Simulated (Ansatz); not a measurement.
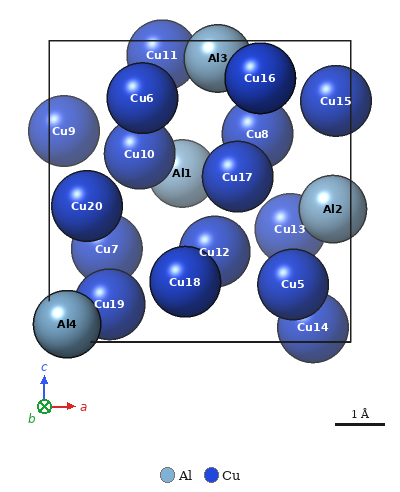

Figure 1. The structure (spheres-only view of the cell of the calculation, along the b axis; atoms are numbered from 1 in the order of the input). An atom can appear more than once, as a periodic image.

**Single-point calculation, with input and output: AlCu₄ (part 1 of 2)**

System: AlCu₄ (P2₁3, 20 atoms in the cell).
Method: DFT PBEsol, scalar-relativistic, plane waves, PAW, no spin polarisation (Ansatz 0.2.0).

The structure derives from a Materials Project entry. It belongs to a series of runs on one base structure; here: the database's cell and atoms. Figures and captions count atoms from 1; the log counts them from 0 in places.

## Input
```yaml
crystal:
  lattice:
    - [6.24356527, 0.0, 0.0]
    - [0.0, 6.24356527, 0.0]
    - [0.0, 0.0, 6.24356527]
  atoms:
    - { symbol: Al, position: [0.44089041, 0.94089041, 0.55910959] }
    - { symbol: Al, position: [0.94089041, 0.55910959, 0.44089041] }
    - { symbol: Al, position: [0.55910959, 0.44089041, 0.94089041] }
    - { symbol: Al, position: [0.05910959, 0.05910959, 0.05910959] }
    - { symbol: Cu, position: [0.80907878, 0.30907878, 0.19092122] }
    - { symbol: Cu, position: [0.30907878, 0.19092122, 0.80907878] }
    - { symbol: Cu, position: [0.19092122, 0.80907878, 0.30907878] }
    - { symbol: Cu, position: [0.69092122, 0.69092122, 0.69092122] }
    - { symbol: Cu, position: [0.04875566, 0.87489095, 0.69996473] }
    - { symbol: Cu, position: [0.30003527, 0.54875566, 0.62510905] }
    - { symbol: Cu, position: [0.37489095, 0.80003527, 0.95124434] }
    - { symbol: Cu, position: [0.54875566, 0.62510905, 0.30003527] }
    - { symbol: Cu, position: [0.80003527, 0.95124434, 0.37489095] }
    - { symbol: Cu, position: [0.87489095, 0.69996473, 0.04875566] }
    - { symbol: Cu, position: [0.95124434, 0.37489095, 0.80003527] }
    - { symbol: Cu, position: [0.69996473, 0.04875566, 0.87489095] }
    - { symbol: Cu, position: [0.62510905, 0.30003527, 0.54875566] }
    - { symbol: Cu, position: [0.45124434, 0.12510905, 0.19996473] }
    - { symbol: Cu, position: [0.19996473, 0.45124434, 0.12510905] }
    - { symbol: Cu, position: [0.12510905, 0.19996473, 0.45124434] }
basis:
  ecutwfc: 420
kpoints:
  mp_grid: { grid: [6, 6, 6] }
hamiltonian:
  xc: pbesol
scf:
  occupations: { method: gaussian, width: 0.1 }
output:
  forces: true
  stress: true
  eigenvalues: true
  populations: true
```

Launched with:
```bash
ansatz run input.yaml --threads 4 --pin off --max-ram 10240MiB --backend cpu --events-out ev --progress --plain --runs-dir out
```

## Log
```
Engine: ansatz 0.2.0, x86_64-unknown-linux-gnu
Pseudopotentials: kind: paw
Pseudopotential: Al, paw, valence charge 3, recommended cutoff 420 eV (normal), Al.paw.azcp
Pseudopotential: Cu, paw, valence charge 19, recommended cutoff 420 eV (normal), Cu.paw.azcp
Functional definition: PBEsol
  exchange = pbesol_x
  correlation = pbesol_c
Crystal: 20 atoms, lattice volume = 243.387 Å³
Basis set: ecut = 420 eV, 4729 PW (Γ), exchange–correlation on 90×90×90 points (8 copies of the dense FFT grid, shifted against one another)
Bands: 190, of which v1, the nominal top of the filled ones, is band 158 counted from 1 (157 counted from 0)
Symmetry: 12 space group operations
Space group: P213 (ITA 198), of the structure as read, at distance tolerance 6.2e-5 Å
k-points: 24 of 216 (time reversal used)
Non-local potential: Al, projectors of the file, l = 0: 2, l = 1: 2, l = 2: 1
Non-local potential: Cu, projectors of the file, l = 0: 3, l = 1: 2, l = 2: 3, l = 3: 1
PAW form: soft (Blöchl's): semilocal exchange-correlation on the pseudo side does not see the compensation charge
PAW frozen core: Al, regenerated for the run's functional, and the local potential with it (the file was generated under x = pbe(κ = 0.804, μ = 0.2195149727645171), c = pbe(β = 0.06672455060314922))
PAW frozen core: Cu, regenerated for the run's functional, and the local potential with it (the file was generated under x = pbe(κ = 0.804, μ = 0.2195149727645171), c = pbe(β = 0.06672455060314922))
PAW one-centre angular grid: Al, 110 points (default); XC on 64 Gauss nodes
PAW one-centre angular grid: Cu, 590 points (default); XC on 64 Gauss nodes
Initial density: superposition of atomic densities (neutral atoms: chi_scale 0, normalization atom), corrected by the library's trained network
Initial wavefunctions: pseudopotential atomic-orbital guess
Functional: x = pbesol(κ = 0.804, μ = 0.12345679012345678), c = pbesol(β = 0.046)
SCF iter   1: F=—  HF=-107520.984891 eV  |F-HF|=—  |Δ(HF+E_count)|=         —  Δρ=1.50e-2  dr2=2.83e-1  ethr=1.77e-3  ⟨swp⟩=5.0  Hψ=16299  notcnv=0  defer=160
preconditioner: auto → Kerker (q_TF=auto, 2.850 Å⁻¹)  [metal: Δε(μ)=0.035 eV  Ē_g=9.006 eV  σ=0.100 eV  W_gap=0.19  n_scr=92 (ndim 8)  ℏωp=32.6 eV  f_vac=0.000  D(μ)=4.96/eV (n_scr^D=26)]
SCF iter   2: F=—  HF=-107520.919503 eV  |F-HF|=—  |Δ(HF+E_count)|=   6.54e-2  Δρ=1.50e-3  dr2=5.62e-3  ethr=8.94e-5  ⟨swp⟩=2.2  Hψ=7426  notcnv=0  defer=600
SCF iter   3: F=—  HF=-107520.916596 eV  |F-HF|=—  |Δ(HF+E_count)|=   2.91e-3  Δρ=1.64e-3  dr2=5.03e-3  ethr=1.78e-6  ⟨swp⟩=2.0  Hψ=7291  notcnv=0  defer=600
SCF iter   4: F=—  HF=-107520.915214 eV  |F-HF|=—  |Δ(HF+E_count)|=   1.38e-3  Δρ=7.31e-4  dr2=1.26e-3  ethr=1.59e-6  ⟨swp⟩=3.0  Hψ=6634  notcnv=0  defer=600
SCF iter   5: F=—  HF=-107520.914934 eV  |F-HF|=—  |Δ(HF+E_count)|=   2.80e-4  Δρ=2.30e-4  dr2=1.47e-4  ethr=3.99e-7  ⟨swp⟩=2.0  Hψ=5876  notcnv=0  defer=600
SCF iter   6: F=—  HF=-107520.914911 eV  |F-HF|=—  |Δ(HF+E_count)|=   2.29e-5  Δρ=7.73e-5  dr2=2.60e-5  ethr=4.64e-8  ⟨swp⟩=2.1  Hψ=7342  notcnv=0  defer=600
SCF iter   7: F=—  HF=-107520.914772 eV  |F-HF|=—  |Δ(HF+E_count)|=   1.39e-4  Δρ=1.84e-5  dr2=1.42e-6  ethr=8.23e-9  ⟨swp⟩=2.0  Hψ=6210  notcnv=0  defer=600
SCF iter   8: F=—  HF=-107520.914772 eV  |F-HF|=—  |Δ(HF+E_count)|=   2.96e-7  Δρ=5.30e-6  dr2=1.10e-7  ethr=4.49e-10  ⟨swp⟩=2.0  Hψ=6210  notcnv=0  defer=600
SCF iter   9: F=-107520.914772 eV  HF=-107520.914772 eV  |F-HF|=7.48e-9  |Δ(HF+E_count)|=   2.31e-8  Δρ=1.44e-6  dr2=9.93e-9  ethr=3.16e-11  ⟨swp⟩=8.6  Hψ=19032  notcnv=0
SCF 1 converged in 9 iterations: F = -107520.914772 eV  dr2 = 9.93e-9
  greatest PAW one-centre occupation: 1.000 electrons in one spin orbital (limit 2), on the Cu atom at site 19 (counted from 0), in its partial waves of l = 0
SCF converged after 9 iterations
Free energy (F): -107520.914772 eV
Harris-Foulkes:  -107520.914772 eV  (|F-HF|=7.48e-9)
Internal energy: -107520.890081 eV  (E = F + TS)
E sigma→0 (E₀):  -107520.902427 eV
Entropy (-TS):   -0.024691 eV (-1.235 meV/atom)
Fermi energy:    15.003337 eV
--- Per-component energies (eV) ---
  E_band       = -6201.605284
  E_kinetic    = 4905.422499
  E_local      = -72321.235423  (includes V_loc(G=0)·N_el)
  E_nonlocal   = 6294.763056
  E_hartree    = 32041.652306
  E_xc         = -1590.294677
  E_vxc        = -1973.609874  (∫ρ·V_xc dr)
  E_paw        = -27832.144268  (= ΣΔE_a)
  E_vpaw       = -7190.264151  (= ΣTr[D̂ρ^β])
  E_aug_tail   = 0.004026  (compensation charges beyond the density's cutoff)
  E_ewald      = -49022.433392
  E_core_change = 3.375791  (= ΣΔE_core)
  E_smearing   = -0.024691  (= −TS)
  E_closure    = 0.000000  (closes the sum)
  Σ components = -107520.914772   (vs F -107520.914772, Δ=0.00e0)
--- Forces (eV/Å), atoms counted from 1 ---
  atom   1  Al    -0.00882980    -0.00882980     0.00882980
  atom   2  Al    -0.00882980     0.00882980    -0.00882980
  atom   3  Al     0.00882980    -0.00882980    -0.00882980
  atom   4  Al     0.00882980     0.00882980     0.00882980
  atom   5  Cu    -0.04438112    -0.04438112     0.04438112
  atom   6  Cu    -0.04438112     0.04438112    -0.04438112
  atom   7  Cu     0.04438112    -0.04438112    -0.04438112
  atom   8  Cu     0.04438112     0.04438112     0.04438112
  atom   9  Cu    -0.06908372     0.00559658     0.02380070
  atom  10  Cu    -0.02380070    -0.06908372    -0.00559658
  atom  11  Cu     0.00559658    -0.02380070     0.06908372
  atom  12  Cu    -0.06908372    -0.00559658    -0.02380070
  atom  13  Cu    -0.02380070     0.06908372     0.00559658
  atom  14  Cu     0.00559658     0.02380070    -0.06908372
  atom  15  Cu     0.06908372     0.00559658    -0.02380070
  atom  16  Cu     0.02380070    -0.06908372     0.00559658
  atom  17  Cu    -0.00559658    -0.02380070    -0.06908372
  atom  18  Cu     0.06908372    -0.00559658     0.02380070
  atom  19  Cu     0.02380070     0.06908372    -0.00559658
  atom  20  Cu    -0.00559658     0.02380070     0.06908372
  max |Σ_I F_I| component: 4.68e-17 eV/Å
--- Stress (GPa, compression-positive) ---
       -1.279505       0.000000      -0.000000
        0.000000      -1.279505       0.000000
       -0.000000       0.000000      -1.279505
  P = ⅓ Tr σ = -1.2795 GPa (-12.795 kbar)
--- Band table (eV; the first three rows and the last of 24) ---
  k-point 0: bands = ["-97.8737", "-97.8737", "-97.8737", "-97.8737", "-97.3371", "-97.3334", "-97.3334", "-97.3334", "-97.3328", "-97.3328", "-97.3328", "-97.3307", "-97.3307", "-97.3307", "-97.3300", "-97.3300", "-55.4372", "-55.4372", "-55.4372", "-55.4367", "-55.4367", "-55.4367", "-55.4367", "-55.4367", "-55.2993", "-55.2989", "-55.2989", "-55.2989", "-54.9287", "-54.9287", "-54.9287", "-54.9230", "-54.9228", "-54.9228", "-54.9228", "-54.9210", "-54.9210", "-54.9114", "-54.9114", "-54.9114",
      "-54.8809", "-54.8809", "-54.8809", "-54.8771", "-54.8699", "-54.8699", "-54.8699", "-54.8637", "-54.8637", "-54.8611", "-54.8611", "-54.8611", "-54.7937", "-54.7894", "-54.7894", "-54.7894", "-54.7699", "-54.7699", "-54.7699", "-54.7603", "-54.7603", "-54.7550", "-54.7550", "-54.7550", "4.7770", "7.8582", "7.8582", "7.8582", "8.7671", "8.7671", "8.7671", "9.9057", "9.9057", "9.9057", "10.3292", "10.3292", "10.3292", "10.3653", "10.4464", "10.4464",
      "10.5989", "10.5989", "10.5989", "10.9389", "10.9737", "10.9737", "10.9737", "11.0392", "11.0392", "11.1623", "11.1748", "11.1748", "11.1748", "11.2594", "11.2594", "11.2594", "11.2600", "11.2600", "11.3843", "11.3843", "11.3843", "11.5573", "11.5573", "11.5573", "11.6677", "11.6677", "11.6677", "11.7845", "11.8242", "11.8242", "11.9377", "11.9377", "11.9377", "12.0352", "12.0538", "12.0538", "12.0538", "12.1397", "12.1397", "12.1397",
      "12.1947", "12.1947", "12.1947", "12.3564", "12.3564", "12.5245", "12.5245", "12.5245", "12.5766", "12.5867", "12.5867", "12.5867", "12.6000", "12.6000", "12.6637", "12.6637", "12.6637", "12.7586", "12.7586", "12.7586", "12.8865", "12.8865", "12.8865", "12.8875", "12.8875", "13.1094", "13.1094", "13.1094", "13.2224", "13.2224", "13.2224", "14.1594", "14.2747", "14.2747", "14.2747", "14.5551", "14.5551", "14.5551", "14.7373", "14.7373",
      "15.4202", "15.4202", "15.4202", "18.2272", "18.2272", "18.2272", "18.3222", "18.3883", "18.3883", "18.3883", "19.3753", "21.9628", "21.9628", "22.1047", "22.1047", "22.1047", "22.3285", "24.1183", "24.1183", "24.1183", "24.1577", "24.1577", "24.5323", "24.5323", "24.5323", "24.8197", "24.8197", "24.8197", "25.1541", "25.2462"]
```
